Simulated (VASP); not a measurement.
InSe: geometry relaxation (part 2 of 4)

The same run, continued: InSe (P6₃/mmc, 8 atoms in the cell); Kohn-Sham DFT of a periodic cell, PBE with D3(BJ), VASP PAW PBE potentials, recommended, no spin polarisation (VASP 6.6.1); cutoff 400 eV, 8×8×2 k-mesh, Gaussian smearing of 0.02 eV. The structure derives from an entry of the Crystallography Open Database.

Geometry of the input (Å; fractional positions):
```
4.0500  0.0000  0.0000
-2.0250  3.5074  0.0000
0.0000  0.0000  16.9300
In 0.3333  0.6667  0.1570
In 0.6667  0.3333  0.6570
In 0.3333  0.6667  0.3430
In 0.6667  0.3333  0.8430
Se 0.3333  0.6667  0.6020
Se 0.6667  0.3333  0.1020
Se 0.3333  0.6667  0.8980
Se 0.6667  0.3333  0.3980
```

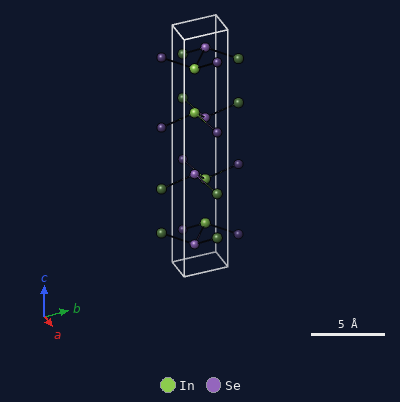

Figure 1. The structure as given in the input (ball-and-stick view of the cell of the calculation, seen slightly off an axis; neighbours outside the cell are drawn fainter).

### OSZICAR, continued
```
DAV:   2    -0.283406500755E+02    0.12155E-01   -0.11456E-01  2448   0.317E+00    0.435E-01
DAV:   3    -0.283356325201E+02    0.50176E-02   -0.11065E-02  2391   0.987E-01    0.201E-01
DAV:   4    -0.283348990194E+02    0.73350E-03   -0.30572E-03  2343   0.334E-01    0.909E-02
DAV:   5    -0.283349114035E+02   -0.12384E-04   -0.46423E-04  2141   0.167E-01    0.378E-02
DAV:   6    -0.283349098368E+02    0.15667E-05   -0.50447E-05  2583   0.721E-02    0.250E-02
DAV:   7    -0.283349119671E+02   -0.21303E-05   -0.93449E-06  2115   0.219E-02    0.939E-03
DAV:   8    -0.283349112492E+02    0.71795E-06   -0.24363E-06  1430   0.102E-02
  14 F= -.30692887E+02 E0= -.30692887E+02  d E =-.365060E-02
       N       E                     dE             d eps       ncg     rms          rms(c)
DAV:   1    -0.283794290218E+02   -0.44517E-01   -0.13029E+01  2412   0.192E+01    0.197E+00
DAV:   2    -0.283329767145E+02    0.46452E-01   -0.49103E-01  2488   0.628E+00    0.884E-01
DAV:   3    -0.283130057026E+02    0.19971E-01   -0.42068E-02  2407   0.194E+00    0.420E-01
DAV:   4    -0.283096596718E+02    0.33460E-02   -0.12650E-02  2312   0.719E-01    0.188E-01
DAV:   5    -0.283097011360E+02   -0.41464E-04   -0.21998E-03  2172   0.367E-01    0.770E-02
DAV:   6    -0.283096914940E+02    0.96420E-05   -0.22293E-04  2541   0.155E-01    0.501E-02
DAV:   7    -0.283096987134E+02   -0.72194E-05   -0.40271E-05  2416   0.460E-02    0.196E-02
DAV:   8    -0.283096968500E+02    0.18634E-05   -0.77900E-06  1871   0.238E-02    0.999E-03
DAV:   9    -0.283096959441E+02    0.90587E-06   -0.37005E-06  1440   0.162E-02
  15 F= -.30691255E+02 E0= -.30691255E+02  d E =-.201856E-02
       N       E                     dE             d eps       ncg     rms          rms(c)
DAV:   1    -0.283612433086E+02   -0.51546E-01   -0.62870E+00  2468   0.146E+01    0.127E+00
DAV:   2    -0.283385083119E+02    0.22735E-01   -0.20528E-01  2304   0.439E+00    0.585E-01
DAV:   3    -0.283288860662E+02    0.96222E-02   -0.24335E-02  2393   0.147E+00    0.259E-01
DAV:   4    -0.283277329991E+02    0.11531E-02   -0.56719E-03  2268   0.452E-01    0.109E-01
DAV:   5    -0.283277095054E+02    0.23494E-04   -0.64013E-04  2117   0.178E-01    0.588E-02
DAV:   6    -0.283277077613E+02    0.17441E-05   -0.68355E-05  2825   0.700E-02    0.343E-02
DAV:   7    -0.283277092705E+02   -0.15092E-05   -0.11708E-05  2141   0.307E-02    0.820E-03
DAV:   8    -0.283277087358E+02    0.53476E-06   -0.31336E-06  1430   0.827E-03
  16 F= -.30693305E+02 E0= -.30693305E+02  d E =-.406792E-02
       N       E                     dE             d eps       ncg     rms          rms(c)
DAV:   1    -0.283293061008E+02   -0.15968E-02   -0.16155E-01  1952   0.200E+00    0.224E-01
DAV:   2    -0.283297748591E+02   -0.46876E-03   -0.94791E-03  2389   0.630E-01    0.904E-02
DAV:   3    -0.283296549386E+02    0.11992E-03   -0.29566E-04  2500   0.131E-01    0.592E-02
DAV:   4    -0.283295954969E+02    0.59442E-04   -0.12234E-04  2220   0.727E-02    0.250E-02
DAV:   5    -0.283295922094E+02    0.32876E-05   -0.33328E-05  2323   0.414E-02    0.109E-02
DAV:   6    -0.283295903509E+02    0.18585E-05   -0.24160E-06  1470   0.116E-02    0.554E-03
DAV:   7    -0.283295898101E+02    0.54077E-06   -0.82658E-07  1020   0.642E-03
  17 F= -.30694135E+02 E0= -.30694135E+02  d E =-.830257E-03
       N       E                     dE             d eps       ncg     rms          rms(c)
DAV:   1    -0.283308577446E+02   -0.12674E-02   -0.28903E-01  1952   0.268E+00    0.299E-01
DAV:   2    -0.283317063952E+02   -0.84865E-03   -0.17001E-02  2394   0.840E-01    0.119E-01
DAV:   3    -0.283314938648E+02    0.21253E-03   -0.52886E-04  2508   0.175E-01    0.782E-02
DAV:   4    -0.283313915854E+02    0.10228E-03   -0.21548E-04  2240   0.969E-02    0.330E-02
DAV:   5    -0.283313865022E+02    0.50832E-05   -0.58328E-05  2330   0.547E-02    0.146E-02
DAV:   6    -0.283313838119E+02    0.26903E-05   -0.47218E-06  1797   0.156E-02    0.810E-03
DAV:   7    -0.283313831128E+02    0.69906E-06   -0.11282E-06  1089   0.759E-03
  18 F= -.30694527E+02 E0= -.30694527E+02  d E =-.122215E-02
       N       E                     dE             d eps       ncg     rms          rms(c)
DAV:   1    -0.283292827037E+02    0.21011E-02   -0.58535E-02  2209   0.251E+00    0.237E-01
DAV:   2    -0.283281206689E+02    0.11620E-02   -0.41011E-03  2546   0.781E-01    0.855E-02
DAV:   3    -0.283279164440E+02    0.20422E-03   -0.75503E-04  2372   0.341E-01    0.379E-02
DAV:   4    -0.283279217425E+02   -0.52985E-05   -0.69213E-05  2063   0.503E-02    0.228E-02
DAV:   5    -0.283279236849E+02   -0.19424E-05   -0.80735E-06  2212   0.243E-02    0.832E-03
DAV:   6    -0.283279251554E+02   -0.14705E-05   -0.17534E-06  1176   0.140E-02    0.253E-03
DAV:   7    -0.283279252404E+02   -0.84959E-07   -0.83244E-07  1020   0.100E-02
  19 F= -.30694915E+02 E0= -.30694915E+02  d E =-.387995E-03
       N       E                     dE             d eps       ncg     rms          rms(c)
DAV:   1    -0.283290364190E+02   -0.11113E-02   -0.52599E-01  2209   0.749E+00    0.711E-01
DAV:   2    -0.283186076109E+02    0.10429E-01   -0.37162E-02  2541   0.236E+00    0.255E-01
DAV:   3    -0.283167688214E+02    0.18388E-02   -0.67327E-03  2346   0.102E+00    0.116E-01
DAV:   4    -0.283167788081E+02   -0.99868E-05   -0.62971E-04  2050   0.149E-01    0.687E-02
DAV:   5    -0.283167643962E+02    0.14412E-04   -0.74929E-05  2561   0.756E-02    0.283E-02
DAV:   6    -0.283167697836E+02   -0.53874E-05   -0.19940E-05  2597   0.386E-02    0.121E-02
DAV:   7    -0.283167694718E+02    0.31178E-06   -0.35784E-06  1591   0.152E-02
  20 F= -.30695340E+02 E0= -.30695340E+02  d E =-.812859E-03
       N       E                     dE             d eps       ncg     rms          rms(c)
DAV:   1    -0.283178516315E+02   -0.10818E-02   -0.38436E-03  2222   0.647E-01    0.607E-02
DAV:   2    -0.283177793859E+02    0.72246E-04   -0.26717E-04  2546   0.200E-01    0.223E-02
DAV:   3    -0.283177648142E+02    0.14572E-04   -0.50544E-05  2351   0.888E-02    0.927E-03
DAV:   4    -0.283177631853E+02    0.16289E-05   -0.44042E-06  1375   0.132E-02    0.551E-03
DAV:   5    -0.283177614197E+02    0.17656E-05   -0.65543E-07  1018   0.813E-03    0.129E-03
DAV:   6    -0.283177612025E+02    0.21721E-06   -0.35409E-07   945   0.459E-03
  21 F= -.30695347E+02 E0= -.30695347E+02  d E =-.820016E-03
       N       E                     dE             d eps       ncg     rms          rms(c)
DAV:   1    -0.283190562757E+02   -0.12949E-02   -0.53749E-03  2214   0.762E-01    0.710E-02
DAV:   2    -0.283189543627E+02    0.10191E-03   -0.37648E-04  2549   0.236E-01    0.256E-02
DAV:   3    -0.283189345177E+02    0.19845E-04   -0.69580E-05  2351   0.103E-01    0.121E-02
DAV:   4    -0.283189326680E+02    0.18497E-05   -0.62050E-06  1598   0.152E-02    0.725E-03
DAV:   5    -0.283189305419E+02    0.21261E-05   -0.81567E-07  1110   0.957E-03    0.159E-03
DAV:   6    -0.283189302358E+02    0.30615E-06   -0.47008E-07   945   0.494E-03
  22 F= -.30695344E+02 E0= -.30695344E+02  d E =-.817357E-03
       N       E                     dE             d eps       ncg     rms          rms(c)
DAV:   1    -0.283183302934E+02    0.60025E-03   -0.16059E-03  2206   0.416E-01    0.395E-02
DAV:   2    -0.283182967793E+02    0.33514E-04   -0.11187E-04  2531   0.129E-01    0.145E-02
DAV:   3    -0.283182914794E+02    0.52999E-05   -0.20946E-05  2213   0.572E-02    0.572E-03
DAV:   4    -0.283182924400E+02   -0.96065E-06   -0.17632E-06  1225   0.848E-03
  23 F= -.30695346E+02 E0= -.30695346E+02  d E =-.819028E-03
       N       E                     dE             d eps       ncg     rms          rms(c)
DAV:   1    -0.283186783294E+02   -0.38685E-03   -0.55514E-03  2769   0.389E-01    0.314E-02
DAV:   2    -0.283186709293E+02    0.74002E-05   -0.93819E-05  2776   0.907E-02    0.106E-02
DAV:   3    -0.283186681835E+02    0.27458E-05   -0.72143E-06  2022   0.266E-02    0.459E-03
DAV:   4    -0.283186669617E+02    0.12218E-05   -0.85137E-07  1015   0.911E-03    0.159E-03
DAV:   5    -0.283186663891E+02    0.57261E-06   -0.56055E-07   965   0.564E-03
  24 F= -.30695360E+02 E0= -.30695360E+02  d E =-.140940E-04
```

### Parts of OUTCAR
```
SYSTEM = InSe
   PREC = Accurate
   ENCUT = 400
   EDIFF = 1E-6
   ISMEAR = 0
   LREAL = .False.
   LASPH = .True.
   NELM = 80
   ISIF = 3
   GGA = PE
   IVDW = 12
   IBRION = 2
   NSW = 60
   EDIFFG = -0.005
 IVDW          = 12
 VDW_S6        =  1.00000000  s6, scaling of the dipole-dipole dispersion
 VDW_S8        =  0.78750002  s8, scaling of the dipole-quadrupole dispersion
 VDW_A1        =  0.42890000  a1, scaling of the critical radii
 VDW_A2        =  4.44070005  a2, offset of the critical radii
 VDW_RADIUS    = 50.20216178  two-body interaction cutoff (in Angstroms)
 VDW_CNRADIUS  = 21.16708996  CN, coordination number cutoff (in Angstroms)

 ion  position               nearest neighbor table
   1  0.333  0.667  0.157-   6 2.52   6 2.52   6 2.52   3 3.15
   2  0.667  0.333  0.657-   5 2.52   5 2.52   5 2.52   4 3.15
   3  0.333  0.667  0.343-   8 2.52   8 2.52   8 2.52   1 3.15
   4  0.667  0.333  0.843-   7 2.52   7 2.52   7 2.52   2 3.15
   5  0.333  0.667  0.602-   2 2.52   2 2.52   2 2.52
   6  0.667  0.333  0.102-   1 2.52   1 2.52   1 2.52
   7  0.333  0.667  0.898-   4 2.52   4 2.52   4 2.52
   8  0.667  0.333  0.398-   3 2.52   3 2.52   3 2.52

  LATTYP: Found a hexagonal cell.
 ALAT       =     4.0500000000
 C/A-ratio  =     4.1802469136

  Lattice vectors:

 A1 = (   4.0500000000,   0.0000000000,   0.0000000000)
 A2 = (  -2.0250000000,   3.5074028853,   0.0000000000)
 A3 = (   0.0000000000,   0.0000000000,  16.9300000000)

Analysis of symmetry for initial positions (statically):
=====================================================================
 Subroutine PRICEL returns:
 Original cell was already a primitive cell.

 Routine SETGRP: Setting up the symmetry group for a
 hexagonal supercell.

 Subroutine GETGRP returns: Found 24 space group operations
 (whereof 12 operations were pure point group operations)
 out of a pool of 24 trial point group operations.

The static configuration has the point symmetry D_3d.
 The point group associated with its full space group is D_6h.

Analysis of symmetry for dynamics (positions and initial velocities):
=====================================================================
 Subroutine PRICEL returns:
 Original cell was already a primitive cell.

 Routine SETGRP: Setting up the symmetry group for a
 hexagonal supercell.

 Subroutine GETGRP returns: Found 24 space group operations
 (whereof 12 operations were pure point group operations)
 out of a pool of 24 trial point group operations.

The dynamic configuration has the point symmetry D_3d.
 The point group associated with its full space group is D_6h.

 Subroutine INISYM returns: Found 24 space group operations
 (whereof 12 operations are pure point group operations),
 and found     1 'primitive' translations

----------------------------------------------------------------------------------------

                                     Primitive cell

  volume of cell :     240.4903

  direct lattice vectors                    reciprocal lattice vectors
     4.050000000  0.000000000  0.000000000     0.246913580  0.142555622  0.000000000
    -2.025000000  3.507402885  0.000000000     0.000000000  0.285111244  0.000000000
     0.000000000  0.000000000 16.930000000     0.000000000  0.000000000  0.059066745

  length of vectors
     4.050000000  4.050000000 16.930000000     0.285111244  0.285111244  0.059066745

  position of ions in fractional coordinates (direct lattice)
     0.333333333  0.666666667  0.157000000
     0.666666667  0.333333333  0.657000000
     0.333333333  0.666666667  0.343000000
     0.666666667  0.333333333  0.843000000
     0.333333333  0.666666667  0.602000000
     0.666666667  0.333333333  0.102000000
     0.333333333  0.666666667  0.898000000
     0.666666667  0.333333333  0.398000000

  ion indices of the primitive-cell ions
   primitive index   ion index
                 1           1
                 2           2
                 3           3
                 4           4
                 5           5
                 6           6
                 7           7
                 8           8

----------------------------------------------------------------------------------------

 KPOINTS: regular mesh

Automatic generation of k-mesh.
 Grid dimensions read from file:
 generate k-points for:    8    8    2

 Generating k-lattice:

  Cartesian coordinates                     Fractional coordinates (reciprocal lattice)
     0.030864198  0.017819453  0.000000000     0.125000000 -0.000000000  0.000000000
     0.000000000  0.035638906  0.000000000     0.000000000  0.125000000  0.000000000
     0.000000000  0.000000000  0.029533373     0.000000000  0.000000000  0.500000000

  Length of vectors
     0.035638906  0.035638906  0.029533373

  Shift w.r.t. Gamma in fractional coordinates (k-lattice)
     0.000000000  0.000000000  0.000000000

 Subroutine IBZKPT returns following result:
 ===========================================

 Found     20 irreducible k-points:

 Following reciprocal coordinates:
            Coordinates               Weight
  0.000000  0.000000  0.000000      1.000000
  0.125000  0.000000  0.000000      6.000000
  0.250000  0.000000  0.000000      6.000000
  0.375000  0.000000  0.000000      6.000000
  0.500000  0.000000  0.000000      3.000000
  0.125000  0.125000  0.000000      6.000000
  0.250000  0.125000  0.000000     12.000000
  0.375000  0.125000  0.000000     12.000000
  0.250000  0.250000  0.000000      6.000000
  0.375000  0.250000  0.000000      6.000000
  0.000000  0.000000  0.500000      1.000000
  0.125000  0.000000  0.500000      6.000000
  0.250000  0.000000  0.500000      6.000000
  0.375000  0.000000  0.500000      6.000000
  0.500000  0.000000  0.500000      3.000000
  0.125000  0.125000  0.500000      6.000000
  0.250000  0.125000  0.500000     12.000000
  0.375000  0.125000  0.500000     12.000000
  0.250000  0.250000  0.500000      6.000000
  0.375000  0.250000  0.500000      6.000000
   k-points           NKPTS =     20   k-points in BZ     NKDIM =     20   number of bands    NBANDS=     45
   number of dos      NEDOS =    301   number of ions     NIONS =      8
   total plane-waves  NPLWV =  87808
   dimension x,y,z NGX =    28 NGY =   28 NGZ =  112
   dimension x,y,z NGXF=    56 NGYF=   56 NGZF=  224
   ions per type =               4   4
   NGX,Y,Z   is equivalent  to a cutoff of  11.49, 11.49, 11.00 a.u.
   NGXF,Y,Z  is equivalent  to a cutoff of  22.99, 22.99, 22.00 a.u.
 SYSTEM =  InSe
   PREC   = accura    normal or accurate (medium, high low for compatibility)
   ISTART =      0    job   : 0-new  1-cont  2-samecut
   ICHARG =      2    charge: 1-file 2-atom 10-const
   ISPIN  =      1    spin polarized calculation?
   LNONCOLLINEAR =      F non collinear calculations
   LSORBIT =      F    spin-orbit coupling
   LASPH  =      T    aspherical Exc in radial PAW
   ENCUT  =  400.0 eV  29.40 Ry    5.42 a.u.   6.60  6.60 27.61*2*pi/ulx,y,z
   NELM   =     80;   NELMIN=  2; NELMDL= -5     # of ELM steps
   EDIFF  = 0.1E-05   stopping-criterion for ELM
   LREAL  =      F    real-space projection
   EDIFFG = -.5E-02   stopping-criterion for IOM
   NSW    =     60    number of steps for IOM
   IBRION =      2    ionic relax: 0-MD 1-quasi-New 2-CG
   NFREE  =      1    steps in history (QN), initial steepest desc. (CG)
   ISIF   =      3    stress and relaxation
   ISYM   =      2    0-nonsym 1-usesym 2-fastsym
   POTIM  = 0.5000    time-step for ionic-motion
   TEBEG  =    0.0;   TEEND  =   0.0 temperature during run
   PSTRESS=    0.0 pullay stress
   NELECT =      76.0000    total number of electrons
   NUPDOWN=      -1.0000    fix difference up-down
   EMIN   =  10.00;   EMAX   =-10.00  energy-range for DOS
   EFERMI =   0.00;   METHOD = LEGACY
   ISMEAR =     0;   SIGMA  =   0.02  broadening in eV -4-tet -1-fermi 0-gaus
   EFERMI_NEDOS =   21; number of points for ismear=-14 and -15
   IALGO  =     38    algorithm
   IMIX   =      4    mixing-type and parameters
     AMIX     =   0.40;   BMIX     =  1.00
     AMIX_MAG =   1.60;   BMIX_MAG =  1.00
  volume/ion in A,a.u.               =      30.06       202.86
  Fermi-wavevector in a.u.,A,eV,Ry     =   1.115099  2.107232 16.918111  1.243446
  Thomas-Fermi vector in A             =   2.251701
   LORBIT       =      0    0 simple, 1 ext, 2 COOP (PROOUT), +10 PAW based schemes
   GGA     = PE    functional components
   LHFCALC =     F    Hartree Fock is set to
   AEXX    =    0.0000 exact exchange contribution
   IVDW    =    12    specifies the selected vdW correction
   LEPSILON=     F    determine dielectric tensor
   LRPA    =     F    only Hartree local field effects (RPA)
 conjugate gradient relaxation of ions
 non-spin polarized calculation
 Gauss-broadening in eV      SIGMA  =   0.02
  energy-cutoff  :      400.00
  volume of cell :      240.49
 maximum number of plane-waves:      4411
 NGX is ok and might be reduce to    28
   NGX = 13   NGY = 13   NGZ = 55

--------------------------------------- Ionic step        1  -------------------------------------------

 number of electron      75.9999992 magnetization

 Free energy of the ion-electron system (eV)
  ---------------------------------------------------
  ext. energy  EPLUGINS =         0.00000000
  ---------------------------------------------------
  free energy    TOTEN  =       -26.50435579 eV

  energy without entropy =      -26.50402453  energy(sigma->0) =      -26.50419016

------------------------ aborting loop because EDIFF is reached ----------------------------------------

 Edisp (eV)   -2.30603

 E8    (eV) :    -1.0537

  FORCE on cell =-STRESS in cart. coord.  units (eV):
  Direction    XX          YY          ZZ          XY          YZ          ZX
  --------------------------------------------------------------------------------------
  -------------------------------------------------------------------------------------
  Total      13.29282    13.29282     0.01813     0.00000    -0.00000     0.00000
  in kB      88.55846    88.55846     0.12081     0.00000    -0.00000     0.00000
  external pressure =       59.08 kB  Pullay stress =        0.00 kB

 VOLUME and BASIS-vectors are now :
```
